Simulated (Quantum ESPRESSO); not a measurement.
**CaO: relax calculation (part 1 of 2)**

- system: CaO (P1, 2 atoms in the cell)
- method: Kohn-Sham DFT of a periodic cell, r2SCAN with D2, PseudoDojo 0.5 SR PBE stringent (Quantum ESPRESSO 7.5)

The structure derives from a Materials Project entry. The run did not end well.

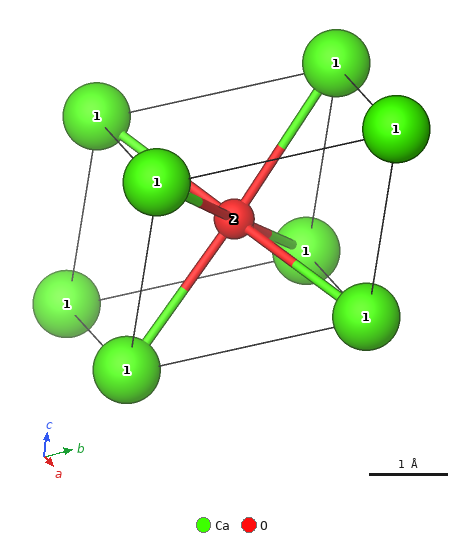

Fig. 1: The structure as given in the input (ball-and-stick view of the cell of the calculation, seen slightly off an axis; atoms are numbered from 1 in the order of the input).

**Outcome**

| quantity | value |
| --- | --- |
| outcome | stopped at the time limit |
| space group (tolerance 0.01 Å) | P1 (1) |
| hardware | 1 thread of Intel Xeon @ 2.60GHz (Ice Lake), 24 GiB of memory available, shared host |
| wall time | 13 min |
| peak memory | 0.09 GiB |

**What went wrong**

The run was cut off by its time limit, so the output is incomplete. Further notes kept with the run: potentials made for another functional; known fault: meta-GGA on potentials with a model core; D2 scale of PBE kept for another functional. Points of doubt noted for this run: coarse mesh; d2 scale of pbe kept for another functional; meta gga on potentials with a model core; potentials made for another functional.

**Input file**
```
&CONTROL
  calculation = 'relax'
  prefix = 'pwscf'
  outdir = './tmp'
  pseudo_dir = './pseudo'
  tprnfor = .true.
  disk_io = 'low'
  nstep = 40
  forc_conv_thr = 0.0004
  etot_conv_thr = 1d-05
/
&SYSTEM
  ibrav = 0
  nat = 2
  ntyp = 2
  ecutwfc = 92
  nbnd = 14
  input_dft = 'r2scan'
  occupations = 'fixed'
  vdw_corr = 'grimme-d2'
/
&ELECTRONS
  conv_thr = 1d-08
  electron_maxstep = 120
  mixing_beta = 0.5
/
&IONS
  ion_dynamics = 'bfgs'
/
ATOMIC_SPECIES
Ca    40.0780 Ca.upf
O     15.9990 O.upf
CELL_PARAMETERS angstrom
   0.0000000000    2.4035556960    2.4035556960
   2.4035556960    0.0000000000    2.4035556960
   2.4035556960    2.4035556960    0.0000000000
ATOMIC_POSITIONS crystal
Ca    -0.0073560000   -0.0048380000    0.0155910000
O      0.4572030000    0.5194530000    0.4832470000
K_POINTS automatic
4 4 4 0 0 0
```

Launch command:
```bash
OMP_NUM_THREADS=1 pw.x -in pw.in > pw.out
```

**What the program printed**
```
This program is part of the open-source Quantum ESPRESSO suite
     for quantum simulation of materials; please cite
         "P. Giannozzi et al., J. Phys.:Condens. Matter 21 395502 (2009);
         "P. Giannozzi et al., J. Phys.:Condens. Matter 29 465901 (2017);
         "P. Giannozzi et al., J. Chem. Phys. 152 154105 (2020);
          URL
     in publications or presentations arising from this work. More details at

     IMPORTANT: XC functional enforced from input :
     Exchange-correlation= R2SCAN
                           (   0   0   0   0   0 497 498)
     Any further DFT definition will be discarded
     Please, verify this is what you really want

     Message from routine setup :
     BEWARE: nonlinear core correction is not consistent with meta-GGA

     G-vector sticks info
     --------------------
     sticks:   dense  smooth     PW     G-vecs:    dense   smooth      PW
     Sum        1039    1039    313                22227    22227    3527

     Using Slab Decomposition

     bravais-lattice index     =            0
     lattice parameter (alat)  =       6.4234  a.u.
     unit-cell volume          =     187.4084 (a.u.)^3
     number of atoms/cell      =            2
     number of atomic types    =            2
     number of electrons       =        16.00
     number of Kohn-Sham states=           14
     kinetic-energy cutoff     =      92.0000  Ry
     charge density cutoff     =     368.0000  Ry
     scf convergence threshold =      1.0E-08
     mixing beta               =       0.5000
     number of iterations used =            8  plain     mixing
     energy convergence thresh.=      1.0E-05
     force convergence thresh. =      4.0E-04
     Exchange-correlation= R2SCAN
                           (   0   0   0   0   0 497 498)
     nstep                     =           40

     celldm(1)=   6.423446  celldm(2)=   0.000000  celldm(3)=   0.000000
     celldm(4)=   0.000000  celldm(5)=   0.000000  celldm(6)=   0.000000

     crystal axes: (cart. coord. in units of alat)
               a(1) = (   0.000000   0.707107   0.707107 )
               a(2) = (   0.707107   0.000000   0.707107 )
               a(3) = (   0.707107   0.707107   0.000000 )

     reciprocal axes: (cart. coord. in units 2 pi/alat)
               b(1) = ( -0.707107  0.707107  0.707107 )
               b(2) = (  0.707107 -0.707107  0.707107 )
               b(3) = (  0.707107  0.707107 -0.707107 )

     PseudoPot. # 1 for Ca read from file:
     Ca.upf
     Pseudo is Norm-conserving + core correction, Zval = 10.0
     Generated using ONCVPSP code by D. R. Hamann
     Using radial grid of 1766 points,  6 beta functions with:
                l(1) =   0
                l(2) =   0
                l(3) =   1
                l(4) =   1
                l(5) =   2
                l(6) =   2

     PseudoPot. # 2 for O  read from file:
     O.upf
     Pseudo is Norm-conserving + core correction, Zval =  6.0
     Generated using ONCVPSP code by D. R. Hamann
     Using radial grid of  936 points,  5 beta functions with:
                l(1) =   0
                l(2) =   0
                l(3) =   1
                l(4) =   1
                l(5) =   2

     atomic species   valence    mass     pseudopotential
     Ca               10.00    40.07800     Ca( 1.00)
     O                 6.00    15.99900     O ( 1.00)

     No symmetry found

   Cartesian axes

     site n.     atom                  positions (alat units)
         1        Ca     tau(   1) = (   0.0076035   0.0058230  -0.0086225  )
         2        O      tau(   2) = (   0.7090160   0.6649986   0.6906001  )

     -------------------------------------------------
     Parameters for Dispersion (Grimme-D2) Correction:
     -------------------------------------------------
       atom      VdW radius       C_6

        Ca         2.785        374.666
        O          2.536         24.284

     number of k points=    36
                       cart. coord. in units 2pi/alat
        k(    1) = (   0.0000000   0.0000000   0.0000000), wk =   0.0312500
        k(    2) = (   0.1767767   0.1767767  -0.1767767), wk =   0.0625000
        k(    3) = (  -0.3535534  -0.3535534   0.3535534), wk =   0.0312500
        k(    4) = (   0.3535534   0.0000000   0.0000000), wk =   0.0625000
        k(    5) = (  -0.1767767  -0.5303301   0.5303301), wk =   0.0625000
        k(    6) = (   0.0000000  -0.3535534   0.3535534), wk =   0.0625000
        k(    7) = (  -0.7071068   0.0000000   0.0000000), wk =   0.0312500
        k(    8) = (  -0.7071068   0.3535534   0.0000000), wk =   0.0625000
        k(    9) = (  -0.1767767  -0.1767767  -0.1767767), wk =   0.0625000
        k(   10) = (  -0.1767767   0.1767767   0.1767767), wk =   0.0625000
        k(   11) = (   0.1767767  -0.1767767   0.1767767), wk =   0.0625000
        k(   12) = (   0.3535534   0.3535534   0.3535534), wk =   0.0312500
        k(   13) = (   0.3535534  -0.3535534  -0.3535534), wk =   0.0312500
        k(   14) = (  -0.3535534   0.3535534  -0.3535534), wk =   0.0312500
        k(   15) = (   0.0000000   0.3535534  -0.0000000), wk =   0.0625000
        k(   16) = (  -0.0000000   0.0000000   0.3535534), wk =   0.0625000
        k(   17) = (   0.1767767   0.5303301   0.5303301), wk =   0.0625000
        k(   18) = (   0.1767767  -0.5303301  -0.5303301), wk =   0.0625000
        k(   19) = (  -0.1767767   0.5303301  -0.5303301), wk =   0.0625000
        k(   20) = (  -0.5303301  -0.1767767  -0.5303301), wk =   0.0625000
        k(   21) = (   0.5303301   0.1767767  -0.5303301), wk =   0.0625000
        k(   22) = (  -0.5303301   0.1767767   0.5303301), wk =   0.0625000
        k(   23) = (   0.5303301  -0.1767767   0.5303301), wk =   0.0625000
        k(   24) = (   0.5303301   0.5303301  -0.1767767), wk =   0.0625000
        k(   25) = (  -0.5303301   0.5303301   0.1767767), wk =   0.0625000
        k(   26) = (   0.5303301  -0.5303301   0.1767767), wk =   0.0625000
        k(   27) = (  -0.5303301  -0.5303301  -0.1767767), wk =   0.0625000
        k(   28) = (  -0.0000000   0.3535534   0.3535534), wk =   0.0625000
        k(   29) = (  -0.3535534  -0.0000000  -0.3535534), wk =   0.0625000
        k(   30) = (   0.3535534  -0.0000000  -0.3535534), wk =   0.0625000
        k(   31) = (   0.3535534   0.3535534  -0.0000000), wk =   0.0625000
        k(   32) = (  -0.3535534   0.3535534  -0.0000000), wk =   0.0625000
        k(   33) = (  -0.0000000  -0.7071068   0.0000000), wk =   0.0312500
        k(   34) = (   0.0000000  -0.0000000  -0.7071068), wk =   0.0312500
        k(   35) = (   0.3535534  -0.7071068   0.0000000), wk =   0.0625000
        k(   36) = (   0.7071068  -0.0000000   0.3535534), wk =   0.0625000

     Dense  grid:    22227 G-vectors     FFT dimensions: (  40,  40,  40)

     WARNING: libxc functional with ID  497 depends
      on external parameters: check the user_guide of
      QE if you need to modify them or to check their
      default values.

     WARNING: libxc functional with ID  498 depends
      on external parameters: check the user_guide of
      QE if you need to modify them or to check their
      default values.

     Initial potential from superposition of free atoms

     starting charge      15.9951, renormalised to      16.0000
     Starting wfcs are    9 randomized atomic wfcs +    5 random wfcs

     Self-consistent Calculation

     iteration #  1     ecut=    92.00 Ry     beta= 0.50
     Davidson diagonalization with overlap
     ethr =  1.00E-02,  avg # of iterations =  8.7

     total energy              =    -105.32152578 Ry
     estimated scf accuracy    <      17.74027462 Ry

     iteration #  2     ecut=    92.00 Ry     beta= 0.50
     Davidson diagonalization with overlap
     ethr =  1.00E-02,  avg # of iterations =  1.1

     total energy              =    -105.39329455 Ry
     estimated scf accuracy    <       2.64412471 Ry

     iteration #  3     ecut=    92.00 Ry     beta= 0.50
     Davidson diagonalization with overlap
     ethr =  1.00E-02,  avg # of iterations =  1.1

     total energy              =    -105.44381376 Ry
     estimated scf accuracy    <       1.25853199 Ry

     iteration #  4     ecut=    92.00 Ry     beta= 0.50
     Davidson diagonalization with overlap
     ethr =  7.87E-03,  avg # of iterations =  1.1

     total energy              =    -105.46306020 Ry
     estimated scf accuracy    <       0.00055078 Ry

     iteration #  5     ecut=    92.00 Ry     beta= 0.50
     Davidson diagonalization with overlap
     ethr =  3.44E-06,  avg # of iterations =  6.0

     total energy              =    -105.46309393 Ry
     estimated scf accuracy    <       0.00049414 Ry

     iteration #  6     ecut=    92.00 Ry     beta= 0.50
     Davidson diagonalization with overlap
     ethr =  3.09E-06,  avg # of iterations =  1.0

     total energy              =    -105.46291225 Ry
     estimated scf accuracy    <       0.00005654 Ry

     iteration #  7     ecut=    92.00 Ry     beta= 0.50
     Davidson diagonalization with overlap
     ethr =  3.53E-07,  avg # of iterations =  1.0

     total energy              =    -105.46274530 Ry
     estimated scf accuracy    <       0.00002603 Ry

     iteration #  8     ecut=    92.00 Ry     beta= 0.50
     Davidson diagonalization with overlap
     ethr =  1.63E-07,  avg # of iterations =  1.0

     total energy              =    -105.46275606 Ry
     estimated scf accuracy    <       0.00000021 Ry

     iteration #  9     ecut=    92.00 Ry     beta= 0.50
     Davidson diagonalization with overlap
     ethr =  1.29E-09,  avg # of iterations =  1.8

     total energy              =    -105.46275387 Ry
     estimated scf accuracy    <       0.00000002 Ry

     iteration # 10     ecut=    92.00 Ry     beta= 0.50
     Davidson diagonalization with overlap
     ethr =  9.50E-11,  avg # of iterations =  1.9

     End of self-consistent calculation

          k = 0.0000 0.0000 0.0000 (  2741 PWs)   bands (ev):

   -30.9282 -10.9107 -10.8506 -10.8502  -9.0766   7.6005   7.6054   7.6086
    13.0438  14.5186  14.6362  14.6479  16.1905  16.3783

          k = 0.1768 0.1768-0.1768 (  2794 PWs)   bands (ev):

   -30.8735 -11.7406 -10.8893 -10.8788  -8.2308   6.0985   6.9810   7.0260
    14.4688  15.2856  15.5180  15.5630  17.5602  17.7316

          k =-0.3536-0.3536 0.3536 (  2788 PWs)   bands (ev):

   -30.8180 -12.2989 -10.9145 -10.9065  -7.6674   5.0438   6.4531   6.4759
    15.4023  16.4496  16.8150  17.1302  18.9479  19.2669

          k = 0.3536 0.0000 0.0000 (  2826 PWs)   bands (ev):

   -30.8568 -11.5676 -10.9982 -10.9713  -8.4201   5.9876   7.2821   7.3779
    13.0595  14.9967  16.2463  16.4808  17.0313  18.6816

          k =-0.1768-0.5303 0.5303 (  2798 PWs)   bands (ev):

   -30.8024 -11.8794 -11.1418 -11.0126  -8.1837   5.8863   6.5345   6.9257
    13.5981  16.3082  17.1973  17.4059  18.3262  20.2312

          k = 0.0000-0.3536 0.3536 (  2778 PWs)   bands (ev):

   -30.8192 -11.9684 -11.1357 -10.9155  -7.9726   5.6166   6.5634   6.8150
    14.8316  15.6088  16.2778  16.8468  18.6801  19.8492

          k =-0.7071 0.0000 0.0000 (  2778 PWs)   bands (ev):

   -30.7866 -11.4957 -11.1857 -11.0920  -8.8510   6.4104   7.1601   7.3152
    12.0324  16.4032  17.4772  18.0184  18.0255  19.9730

          k =-0.7071 0.3536 0.0000 (  2780 PWs)   bands (ev):

   -30.7853 -11.5192 -11.2955 -11.2921  -8.3222   6.3564   6.5990   6.6021
    14.7335  14.7355  16.8179  18.0257  18.6723  22.5198

          k =-0.1768-0.1768-0.1768 (  2794 PWs)   bands (ev):

   -30.8738 -11.7350 -10.8864 -10.8780  -8.2400   6.1021   6.9730   7.0022
    14.4935  15.3245  15.5396  15.5579  17.5471  17.7134

          k =-0.1768 0.1768 0.1768 (  2794 PWs)   bands (ev):

   -30.8736 -11.7392 -10.8885 -10.8786  -8.2331   6.1001   6.9788   7.0193
    14.4749  15.2954  15.5199  15.5655  17.5574  17.7266

          k = 0.1768-0.1768 0.1768 (  2794 PWs)   bands (ev):

   -30.8734 -11.7439 -10.8912 -10.8787  -8.2259   6.0975   6.9853   7.0376
    14.4565  15.2652  15.5193  15.5518  17.5657  17.7424

          k = 0.3536 0.3536 0.3536 (  2788 PWs)   bands (ev):

   -30.8184 -12.2889 -10.9119 -10.9053  -7.6808   5.0385   6.4412   6.4517
    15.4071  16.5559  16.8443  17.1119  18.9548  19.2571

          k = 0.3536-0.3536-0.3536 (  2788 PWs)   bands (ev):

   -30.8181 -12.2964 -10.9137 -10.9063  -7.6708   5.0432   6.4496   6.4695
    15.4032  16.4773  16.8206  17.1264  18.9511  19.2631

          k =-0.3536 0.3536-0.3536 (  2788 PWs)   bands (ev):

   -30.8177 -12.3046 -10.9161 -10.9067  -7.6601   5.0474   6.4607   6.4869
    15.4042  16.3877  16.8040  17.1373  18.9376  19.2758

          k = 0.0000 0.3536-0.0000 (  2826 PWs)   bands (ev):

   -30.8561 -11.6175 -10.9747 -10.9738  -8.3857   5.9821   7.3524   7.3542
    12.9145  14.9677  16.5243  16.5423  16.7851  18.7875

          k =-0.0000 0.0000 0.3536 (  2826 PWs)   bands (ev):

   -30.8568 -11.5682 -10.9981 -10.9712  -8.4196   5.9874   7.2821   7.3787
    13.0575  14.9964  16.2473  16.4837  17.0284  18.6831

          k = 0.1768 0.5303 0.5303 (  2798 PWs)   bands (ev):

   -30.8026 -11.8746 -11.1425 -11.0078  -8.1924   5.8831   6.5436   6.8884
    13.6566  16.3148  17.2183  17.3744  18.3247  20.2300

          k = 0.1768-0.5303-0.5303 (  2798 PWs)   bands (ev):

   -30.8024 -11.8813 -11.1406 -11.0081  -8.1875   5.8901   6.5488   6.8933
    13.6597  16.2888  17.1871  17.3582  18.3202  20.2609

          k =-0.1768 0.5303-0.5303 (  2798 PWs)   bands (ev):

   -30.8022 -11.8845 -11.1402 -11.0129  -8.1802   5.8913   6.5384   6.9292
    13.6001  16.2898  17.1747  17.3946  18.3228  20.2519

          k =-0.5303-0.1768-0.5303 (  2798 PWs)   bands (ev):

   -30.8019 -11.9041 -11.1373 -11.0024  -8.1763   5.9192   6.6100   6.8658
    13.5802  16.1243  17.3604  17.3808  18.1935  20.3493

          k = 0.5303 0.1768-0.5303 (  2798 PWs)   bands (ev):

   -30.8016 -11.9123 -11.1351 -11.0036  -8.1697   5.9275   6.6142   6.8776
    13.5774  16.0888  17.3165  17.3751  18.1883  20.3861

          k =-0.5303 0.1768 0.5303 (  2798 PWs)   bands (ev):

   -30.8017 -11.9102 -11.1356 -11.0035  -8.1713   5.9261   6.6113   6.8759
    13.5762  16.0987  17.3244  17.3815  18.1898  20.3758

          k = 0.5303-0.1768 0.5303 (  2798 PWs)   bands (ev):

   -30.8015 -11.9176 -11.1339 -11.0030  -8.1664   5.9337   6.6208   6.8762
    13.5874  16.0641  17.3139  17.3397  18.1833  20.4126

          k = 0.5303 0.5303-0.1768 (  2798 PWs)   bands (ev):

   -30.8024 -11.8834 -11.1402 -11.0088  -8.1853   5.8912   6.5493   6.8998
    13.6512  16.2810  17.1803  17.3613  18.3181  20.2670

          k =-0.5303 0.5303 0.1768 (  2798 PWs)   bands (ev):

   -30.8024 -11.8782 -11.1421 -11.0118  -8.1853   5.8860   6.5353   6.9191
    13.6053  16.3103  17.2053  17.4049  18.3248  20.2282

          k = 0.5303-0.5303 0.1768 (  2798 PWs)   bands (ev):

   -30.8022 -11.8855 -11.1400 -11.0121  -8.1802   5.8923   6.5420   6.9245
    13.6083  16.2830  17.1725  17.3882  18.3199  20.2592

          k =-0.5303-0.5303-0.1768 (  2798 PWs)   bands (ev):

   -30.8026 -11.8745 -11.1426 -11.0084  -8.1918   5.8830   6.5411   6.8931
    13.6472  16.3160  17.2217  17.3830  18.3241  20.2260

          k =-0.0000 0.3536 0.3536 (  2778 PWs)   bands (ev):

   -30.8196 -11.9577 -11.1359 -10.9122  -7.9855   5.5936   6.5423   6.8184
    14.8491  15.6829  16.2501  16.8762  18.8108  19.7161

          k =-0.3536-0.0000-0.3536 (  2778 PWs)   bands (ev):

   -30.8195 -11.9442 -11.1578 -10.9079  -7.9893   5.5859   6.5513   6.9211
    14.5436  15.6890  16.1905  17.0522  18.9192  19.5884

          k = 0.3536-0.0000-0.3536 (  2778 PWs)   bands (ev):

   -30.8194 -11.9452 -11.1578 -10.9085  -7.9878   5.5887   6.5536   6.9208
    14.5413  15.6797  16.1944  17.0484  18.8965  19.6126

          k = 0.3536 0.3536-0.0000 (  2778 PWs)   bands (ev):

   -30.8196 -11.9590 -11.1361 -10.9126  -7.9838   5.5960   6.5460   6.8191
    14.8423  15.6730  16.2531  16.8748  18.7927  19.7345

          k =-0.3536 0.3536-0.0000 (  2778 PWs)   bands (ev):

   -30.8193 -11.9667 -11.1360 -10.9150  -7.9745   5.6138   6.5597   6.8167
    14.8298  15.6199  16.2730  16.8539  18.6978  19.8306

          k =-0.0000-0.7071 0.0000 (  2778 PWs)   bands (ev):

   -30.7850 -11.6186 -11.0998 -11.0970  -8.8150   6.4758   7.3110   7.3161
    11.8098  16.3398  17.4292  18.0224  18.0225  19.6348

          k = 0.0000-0.0000-0.7071 (  2778 PWs)   bands (ev):

   -30.7865 -11.4976 -11.1847 -11.0919  -8.8503   6.4111   7.1611   7.3163
    12.0295  16.4028  17.4765  18.0186  18.0252  19.9665

          k = 0.3536-0.7071 0.0000 (  2780 PWs)   bands (ev):

   -30.7845 -11.5855 -11.2986 -11.2332  -8.3229   6.3166   6.6513   6.7567
    14.4859  14.6022  16.8399  18.0305  18.6242  22.4987

          k = 0.7071-0.0000 0.3536 (  2780 PWs)   bands (ev):

   -30.7845 -11.5848 -11.2982 -11.2342  -8.3229   6.3171   6.6495   6.7557
    14.4876  14.6054  16.8396  18.0305  18.6248  22.5005

     highest occupied, lowest unoccupied level (ev):     7.6086   11.8098

!    total energy              =    -105.46275359 Ry
     estimated scf accuracy    <          7.0E-10 Ry

     The total energy is the sum of the following terms:
     one-electron contribution =     -24.90367920 Ry
     hartree contribution      =      20.09065750 Ry
     xc contribution           =     -17.71044664 Ry
     ewald contribution        =     -82.90199326 Ry
     Dispersion Correction     =      -0.03729198 Ry

     convergence has been achieved in  10 iterations

     Forces acting on atoms (cartesian axes, Ry/au):

     atom    1 type  1   force =    -0.00230696   -0.03210815   -0.00321000
     atom    2 type  2   force =     0.00230696    0.03210815    0.00321000

     Total force =     0.045751     Total SCF correction =     0.000002

     BFGS Geometry Optimization
     Energy error            =      2.1E-03 Ry
     Gradient error          =      3.2E-02 Ry/Bohr

     number of scf cycles    =   1
     number of bfgs steps    =   0

     energy             new  =    -105.4627535891 Ry
```
